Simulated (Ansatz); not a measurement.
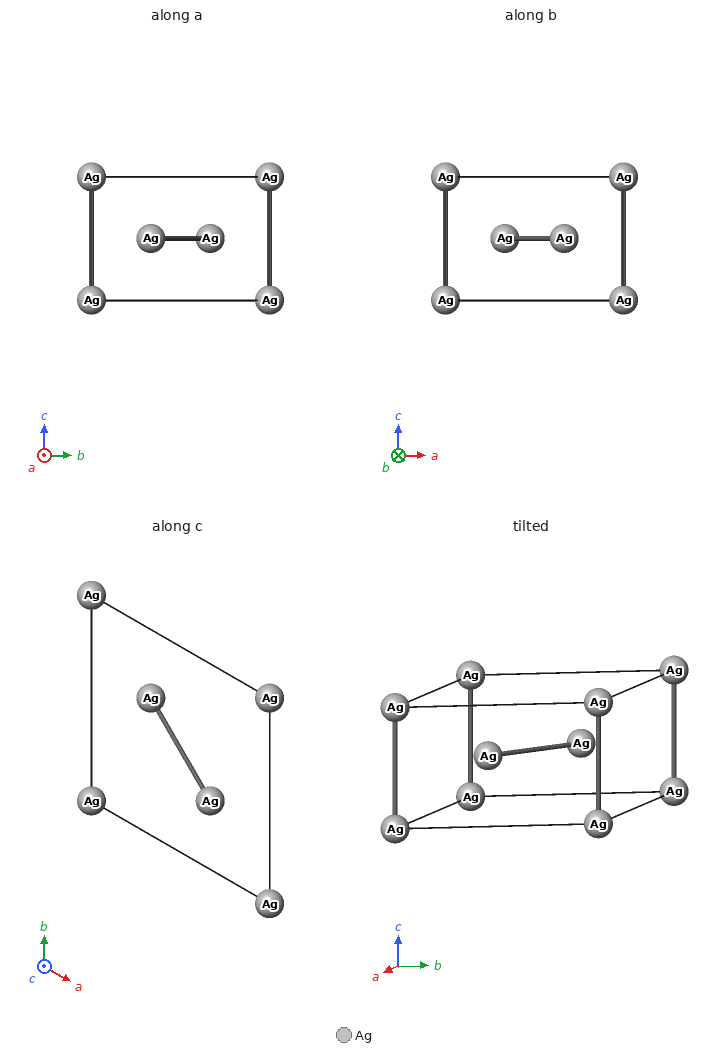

View along the a axis, along the b axis, along the c axis and slightly off an axis, drawn as a ball-and-stick model. The wireframe shows the conventional unit cell.

Lattice parameters: a = 4.726 Å, b = 4.726 Å, c = 2.831 Å, α = 90.00°, β = 90.00°, γ = 120.00°. Put a along x and b in the xy plane.

Q: Set out the cell and atoms as a POSCAR file.

A:
```
Ag
1.0
     4.726    0.000    0.000
    -2.363    4.093    0.000
     0.000    0.000    2.831
Ag
3
Direct
  0.0000 0.0000 0.0000
  0.3333 0.6667 0.5000
  0.6667 0.3333 0.5000
```

It goes back to a structure type filled with this element by a generator (whether the element takes this form wasn't checked). Earlier steps of the study may have refined or changed the cell and positions. It went into a calculation with Ansatz.
